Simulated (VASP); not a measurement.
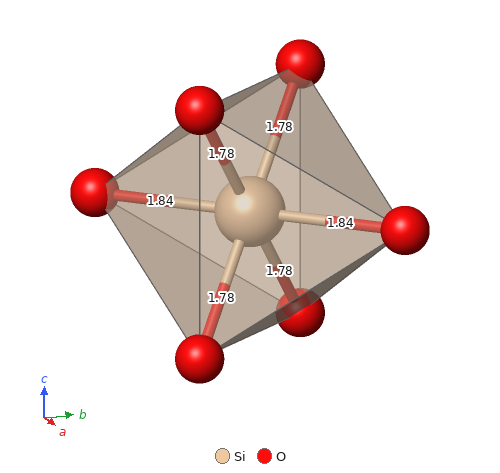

Coordination of Si in SiO₂ (P4_2/mnm); bond lengths in Å. Shape measures S are computed against regular polyhedra or, for capped shapes, the nearer of the equal-edge and equal-bond forms. Source: a cell listed in the Materials Project, as set up for an electronic-structure calculation.

**Name the coordination polyhedron and say how regular it is.**

SiO6: a slightly distorted octahedron (coordination number 6, S = 0.41; next best trigonal prism, S = 16.1).

**Does the central atom sit at the centroid of its ligands?**

Yes, to within 0.01 Å; the site symmetry is mmm.
